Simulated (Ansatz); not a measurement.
## What a change does: single-point calculation on Au

System: Au (Fm-3m, 6 atoms in the cell).
Method of run 1: DFT PBE, scalar-relativistic, plane waves, PAW, no spin polarisation (Ansatz 0.2.0).

The structure derives from an entry of the Crystallography Open Database. Text and figures count atoms from 1; the logs count them from 0 in places.

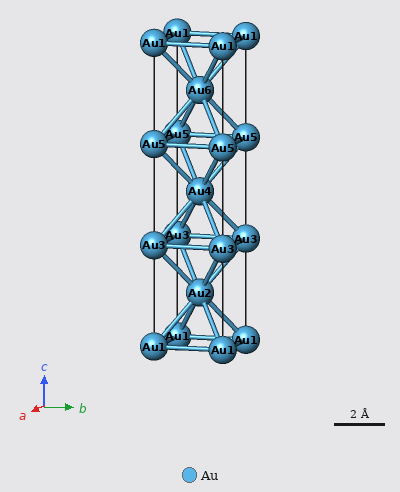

Figure 1. The structure (ball-and-stick view of the cell of the calculation, seen slightly off an axis; atoms are numbered from 1 in the order of the input). Near neighbours in the crystal (not all of them lie inside the picture): Au has 12 Au at 2.94 Å.

### The input, run 1
```yaml
crystal:
  lattice:
    - [-2.0790388405, -2.0790388405, 0.0]
    - [2.0790388405, -2.0790388405, 0.0]
    - [0.0, 0.0, 12.474233043]
  atoms:
    - { symbol: Au, position: [0.0, 0.0, 0.0] }
    - { symbol: Au, position: [0.5, 0.5, 0.1666666667] }
    - { symbol: Au, position: [0.0, 0.0, 0.3333333333] }
    - { symbol: Au, position: [0.5, 0.5, 0.5] }
    - { symbol: Au, position: [0.0, 0.0, 0.6666666667] }
    - { symbol: Au, position: [0.5, 0.5, 0.8333333333] }
basis:
  ecutwfc: 420
kpoints:
  mp_grid: { grid: [20, 20, 5] }
hamiltonian:
  xc: pbe
scf:
  occupations: { method: gaussian, width: 0.15 }
output:
  forces: true
  stress: true
  eigenvalues: true
  write_density: true
  write_potential: true
  elf: true
  volumetric_format: npy
```

Launched with:
```bash
ansatz run input.yaml --threads 2 --pin off --max-ram 5120MiB --backend cpu --events-out ev --progress --plain --runs-dir out
```

Hardware: 2 threads of Arm Neoverse V1, 24 GiB of memory available, shared host.

### Output, shortened to warnings, some set-up lines, iterations and results (run 1)
```
Basis set: ecut = 420 eV, 2069 PW (Γ), exchange–correlation on 40×40×180 points (8 copies of the dense FFT grid, shifted against one another)
Symmetry: 96 space group operations
k-points: 198 of 2000
Initial density: superposition of atomic densities (neutral atoms: chi_scale 0, normalization atom), corrected by the library's trained network
[...]
SCF iter   1: F=—  HF=-78895.973633 eV  |F-HF|=—  |Δ(HF+E_count)|=         —  Δρ=1.44e-3  dr2=3.38e-4  ethr=1.77e-3  ⟨swp⟩=5.2  Hψ=43134  notcnv=0  defer=320
SCF iter   2: F=—  HF=-78895.978253 eV  |F-HF|=—  |Δ(HF+E_count)|=   4.62e-3  Δρ=8.27e-4  dr2=1.40e-4  ethr=2.97e-7  ⟨swp⟩=3.0  Hψ=31984  notcnv=0  defer=321
SCF iter   3: F=—  HF=-78895.978802 eV  |F-HF|=—  |Δ(HF+E_count)|=   5.49e-4  Δρ=7.10e-5  dr2=2.58e-6  ethr=1.23e-7  ⟨swp⟩=2.0  Hψ=19200  notcnv=0  defer=321
SCF iter   4: F=—  HF=-78895.978641 eV  |F-HF|=—  |Δ(HF+E_count)|=   1.61e-4  Δρ=2.25e-5  dr2=5.38e-7  ethr=2.26e-9  ⟨swp⟩=2.4  Hψ=19348  notcnv=0  defer=321
SCF iter   5: F=-78895.978641 eV  HF=-78895.978641 eV  |F-HF|=1.44e-8  |Δ(HF+E_count)|=   2.48e-8  Δρ=8.87e-6  dr2=7.91e-8  ethr=4.72e-10  ⟨swp⟩=1.0  Hψ=12643  notcnv=0  …
SCF iter   6: F=-78895.978641 eV  HF=-78895.978641 eV  |F-HF|=1.38e-9  |Δ(HF+E_count)|=   1.44e-8  Δρ=2.77e-6  dr2=6.44e-9  ethr=6.94e-11  ⟨swp⟩=11.3  Hψ=86541  notcnv=0
SCF 1 converged in 6 iterations: F = -78895.978641 eV  dr2 = 6.44e-9
SCF converged after 6 iterations
Free energy (F): -78895.978641 eV
Harris-Foulkes:  -78895.978641 eV  (|F-HF|=1.38e-9)
Internal energy: -78895.961540 eV  (E = F + TS)
E sigma→0 (E₀):  -78895.970091 eV
Entropy (-TS):   -0.017101 eV (-2.850 meV/atom)
Fermi energy:    19.216406 eV
--- Per-component energies (eV) ---
  E_band       = -1378.246068
  E_kinetic    = 3624.648016
  E_local      = -10698.881928  (includes V_loc(G=0)·N_el)
  E_nonlocal   = 446.285058
  E_hartree    = 4533.929565
  E_xc         = -1365.955236
  E_vxc        = -1648.532199  (∫ρ·V_xc dr)
  E_paw        = -58240.529978  (= ΣΔE_a)
  E_vpaw       = -2169.636882  (= ΣTr[D̂ρ^β])
  E_aug_tail   = 0.008311  (compensation charges beyond the density's cutoff)
  E_ewald      = -17195.465347
  E_smearing   = -0.017101  (= −TS)
  E_closure    = 0.000000  (closes the sum)
  Σ components = -78895.978641   (vs F -78895.978641, Δ=0.00e0)
--- Forces (eV/Å), atoms counted from 1 ---
  atom   1  Au     0.00000000     0.00000000    -0.00000000
  atom   2  Au     0.00000000     0.00000000    -0.00000000
  atom   3  Au    -0.00000000    -0.00000000     0.00000000
  atom   4  Au    -0.00000000    -0.00000000     0.00000000
  atom   5  Au     0.00000000    -0.00000000     0.00000000
  atom   6  Au     0.00000000    -0.00000000    -0.00000000
  max |Σ_I F_I| component: 2.47e-28 eV/Å
--- Stress (GPa, compression-positive) ---
        0.056457      -0.000000       0.000000
        0.000000       0.056457       0.000000
       -0.000000       0.000000      -0.130047
  P = ⅓ Tr σ = -0.0057 GPa (-0.057 kbar)
```

For run 2 the input was changed thus:
```diff
+  dispersion: d4
+  hubbard: { sites: [{ species: Au, l: d, u_eff: 6.0 }], double_counting: fll }
-  write_density: true
-  write_potential: true
-  elf: true
-  volumetric_format: npy
```

What does this change do to the results?

The total energies belong to different models, so their difference says nothing on which is more stable or more accurate. The pressure goes from −0.01 to −1.18 GPa. The SCF takes 7 iterations against 6. The two runs start from different initial densities, which also moves the count.

### Output, shortened to warnings, some set-up lines, iterations and results (run 2)
```
Basis set: ecut = 420 eV, 2069 PW (Γ), exchange–correlation on 40×40×180 points (8 copies of the dense FFT grid, shifted against one another)
Symmetry: 96 space group operations
k-points: 198 of 2000
Initial density: superposition of atomic densities (chi_scale 0.1, normalization cell)
[...]
SCF iter   1: F=—  HF=-78897.149436 eV  |F-HF|=—  |Δ(HF+E_count)|=         —  Δρ=3.93e-2  dr2=1.92e0  ethr=1.68e-3  ⟨swp⟩=1.8  Hψ=58028  notcnv=0
SCF iter   2: F=—  HF=-78896.737164 eV  |F-HF|=—  |Δ(HF+E_count)|=   4.12e-1  Δρ=2.04e-2  dr2=5.00e-1  ethr=1.68e-3  ⟨swp⟩=2.7  Hψ=20642  notcnv=0  defer=3
SCF iter   3: F=—  HF=-78896.604469 eV  |F-HF|=—  |Δ(HF+E_count)|=   1.33e-1  Δρ=4.68e-3  dr2=1.44e-2  ethr=4.39e-4  ⟨swp⟩=2.0  Hψ=22271  notcnv=0  defer=44
SCF iter   4: F=—  HF=-78896.610054 eV  |F-HF|=—  |Δ(HF+E_count)|=   5.58e-3  Δρ=8.66e-4  dr2=4.73e-4  ethr=1.27e-5  ⟨swp⟩=2.9  Hψ=25019  notcnv=0  defer=45
SCF iter   5: F=—  HF=-78896.610364 eV  |F-HF|=—  |Δ(HF+E_count)|=   3.10e-4  Δρ=2.12e-4  dr2=4.95e-5  ethr=4.15e-7  ⟨swp⟩=2.1  Hψ=20127  notcnv=0  defer=45
SCF iter   6: F=—  HF=-78896.610358 eV  |F-HF|=—  |Δ(HF+E_count)|=   6.00e-6  Δρ=5.43e-5  dr2=3.01e-6  ethr=4.34e-8  ⟨swp⟩=2.1  Hψ=19323  notcnv=0  defer=45
SCF iter   7: F=-78896.610359 eV  HF=-78896.610359 eV  |F-HF|=1.78e-8  |Δ(HF+E_count)|=   5.91e-7  Δρ=8.67e-6  dr2=5.43e-8  ethr=8.77e-11  ⟨swp⟩=6.8  Hψ=61830  notcnv=0
SCF 1 converged in 7 iterations: F = -78896.610359 eV  dr2 = 5.43e-8
SCF converged after 7 iterations
Free energy (F): -78896.610359 eV
Harris-Foulkes:  -78896.610359 eV  (|F-HF|=1.78e-8)
Internal energy: -78896.595684 eV  (E = F + TS)
E sigma→0 (E₀):  -78896.603021 eV
Entropy (-TS):   -0.014675 eV (-2.446 meV/atom)
Fermi energy:    18.683908 eV
--- Per-component energies (eV) ---
  E_band       = -1512.756931
  E_kinetic    = 3640.799529
  E_local      = -10754.784482  (includes V_loc(G=0)·N_el)
  E_nonlocal   = 454.282460
  E_hartree    = 4574.470381
  E_xc         = -1366.965315
  E_vxc        = -1649.693435  (∫ρ·V_xc dr)
  E_hubbard    = 2.480930  (on-site DFT+U / exact-exchange correction)
  E_vhub       = -172.518177  (the Hubbard potential's part of the band-sum identity)
  E_paw        = -58247.548017  (= ΣΔE_a)
  E_vpaw       = -2179.793536  (= ΣTr[D̂ρ^β])
  E_aug_tail   = 0.008354  (compensation charges beyond the density's cutoff)
  E_ewald      = -17195.465347
  E_disp       = -3.874176  (pairwise vdW)
  E_smearing   = -0.014675  (= −TS)
  E_closure    = 0.000000  (closes the sum)
  Σ components = -78896.610359   (vs F -78896.610359, Δ=0.00e0)
--- Forces (eV/Å), atoms counted from 1 ---
  atom   1  Au     0.00000000     0.00000000     0.00000000
  atom   2  Au     0.00000000    -0.00000000     0.00000000
  atom   3  Au    -0.00000000     0.00000000     0.00000000
  atom   4  Au     0.00000000     0.00000000     0.00000000
  atom   5  Au     0.00000000     0.00000000     0.00000000
  atom   6  Au     0.00000000     0.00000000     0.00000000
  max |Σ_I F_I| component: 6.74e-27 eV/Å
--- Stress (GPa, compression-positive) ---
       -1.159968      -0.000000      -0.000000
        0.000000      -1.159968       0.000000
        0.000000       0.000000      -1.229592
  P = ⅓ Tr σ = -1.1832 GPa (-11.832 kbar)
Occupation matrices written to [file]
```

### The two runs side by side

| quantity | run 1 | run 2 |
| --- | --- | --- |
| outcome | converged | converged |
| free energy per atom (eV) | −13149.3298 | −13149.4351 |
| energy per atom, smearing taken to zero (eV) | −13149.3283 | −13149.4338 |
| gap on the mesh (eV) | 0.00 | 0.00 |
| pressure (GPa) | −0.01 | −1.18 |
| largest force (eV/Å) | 0.000 | 0.000 |
| SCF iterations | 6 | 7 |
| irreducible k-points | 198 | 198 |
| plane waves at Γ | 2069 | 2069 |
| wall time (shared host) | 43 s | 49 s |

For both runs: Spin–orbit coupling is left out, which matters for Au.
